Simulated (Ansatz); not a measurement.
System: SnO₂, space group P4_2/mnm (No. 136).

The given structure:
```
CELL_PARAMETERS angstrom
-3.19042 3.33922 3.33922
3.19042 -3.33922 3.33922
3.19042 3.33922 -3.33922
ATOMIC_POSITIONS crystal
Sn 0.99994 0.24994 0.75000
Sn 0.00006 0.75006 0.25000
Sn 0.50000 0.50000 0.50000
Sn 0.50000 0.00000 0.00000
O 0.19393 0.19398 0.50004
O 0.69399 0.75006 0.94393
O 0.19393 0.69389 0.99996
O 0.30613 0.75006 0.55607
O 0.69387 0.24994 0.44393
O 0.30601 0.24994 0.05607
O 0.80607 0.30611 0.00004
O 0.80607 0.80602 0.49996
```

Calculation (Ansatz 0.2.0): energy, stress and cell of a relaxed crystal along a series of strains, atoms and what the cell freedom names relaxed within the symmetry; stress is positive in compression; plane waves with PAW datasets, Γ-centred k mesh; energies extrapolated to zero smearing. Level: LDA, no spin polarisation.

wave cutoff 420 eV; k mesh 6×6×6; occupations Gaussian; smearing width 0.02 eV; strain kind shear ca; cell freedom cell held, c moved along a by strain times its height.

What does the calculation give for the energy change and stress xx against strain? The strain takes the values −2, −1, 0, 1, 2 %.

The energy rises on both sides of the starting structure, which is therefore a minimum along this path. The energy change is 1.62 meV/atom at strain −2 % and 1.64 meV/atom at 2 %; the lowest computed point is at strain 0 % (0.00 meV/atom), and no other minimum shows among the points. The stress xx rises from −2.17 GPa at strain −2 % to 2.26 GPa at 2 %, and changes sign near 0 %.

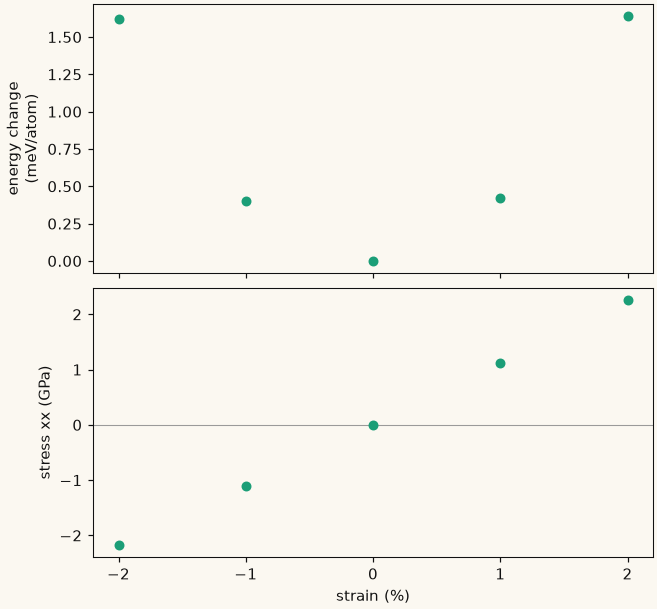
